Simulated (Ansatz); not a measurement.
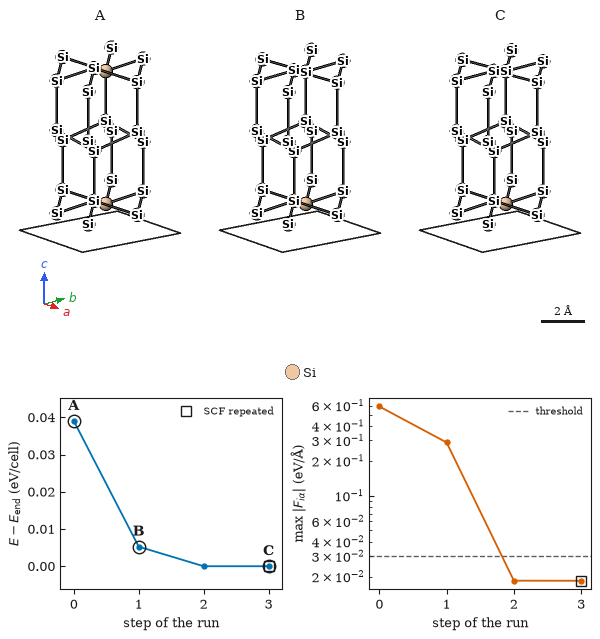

Frames of a constrained relaxation of a slab of composition Si (cut from the P6_3/mmc phase), marked on the history of the run. Style: ball-and-stick. Shown: the 2 × 2 repeat of the cell, outlined in the plane, without the vacuum, slightly off an axis.

Case: clean slab, lower half held. The slab is the (0 0 1) face of Si. 3 atoms are held fixed.

All numbers below come from Ansatz, DFT PBEsol, scalar-relativistic, plane waves, PAW.

Input file:
```yaml
crystal:
  lattice:
    - [3.8248883485, 0.0, 0.0]
    - [-1.9124441742, 3.3124504764, 0.0]
    - [0.0, 0.0, 24.121131736]
  atoms:
    - { symbol: Si, position: [0.6666666667, 0.3333333333, 0.352388109] }
    - { symbol: Si, position: [0.3333333333, 0.6666666667, 0.3854226638] }
    - { symbol: Si, position: [0.3333333333, 0.6666666667, 0.4834827226] }
    - { symbol: Si, position: [0.6666666667, 0.3333333333, 0.5165172774] }
    - { symbol: Si, position: [0.6666666667, 0.3333333333, 0.6145773362] }
    - { symbol: Si, position: [0.3333333333, 0.6666666667, 0.647611891] }
basis:
  ecutwfc: 420
kpoints:
  mp_grid: { grid: [9, 9, 1] }
hamiltonian:
  xc: pbesol
scf:
  occupations: { method: gaussian, width: 0.05 }
output:
  forces: true
  eigenvalues: true
  write_density: true
  write_potential: true
  elf: true
  volumetric_format: npy
relax:
  adjacent_minimum: "off"
  f_tol: 0.03
  max_steps: 70
  constraints: [{ sites: [0, 1, 2] }]
efield:
  axis: 3
  dipole_correction: true
  ramp_width: 0.04
```

Run as
```bash
ansatz run input.yaml --threads 2 --pin off --max-ram 5120MiB --backend cpu --events-out ev --progress --plain --runs-dir out
```

Q: Describe the path.

A: The energy falls by 39.0 meV per cell of the calculation in 2 accepted moves (3 points after the start). Largest force component: 0.59 eV/Å at the start, 0.018 eV/Å at the end. 1 step only repeated the SCF at the same geometry. The largest move is that of Si6, 0.13 Å along the normal (−c). The cell doesn't change. Some distances before and after: Si5–Si6 2.348 → 2.308 Å, Si4–Si5 2.365 → 2.393 Å, Si3–Si4 2.348 → 2.336 Å. Bond angles that change, for instance: Si4–Si5–Si6 109.8° → 106.9°, Si6–Si5–Si6 109.1° → 111.9°. From step 0 to 1: Si6 moves most (0.11 Å), energy −33.8 meV per cell of the calculation. From step 1 to 3: Si6 moves most (0.02 Å), energy −5.3 meV per cell of the calculation.

```tsv
step	E − E(0), meV/atom	largest force component, eV/Å	note
0	0.00	0.5887	
1	-5.63	0.2877	
2	-6.50	0.0184	
3	-6.50	0.0184	same geometry, SCF repeated
```
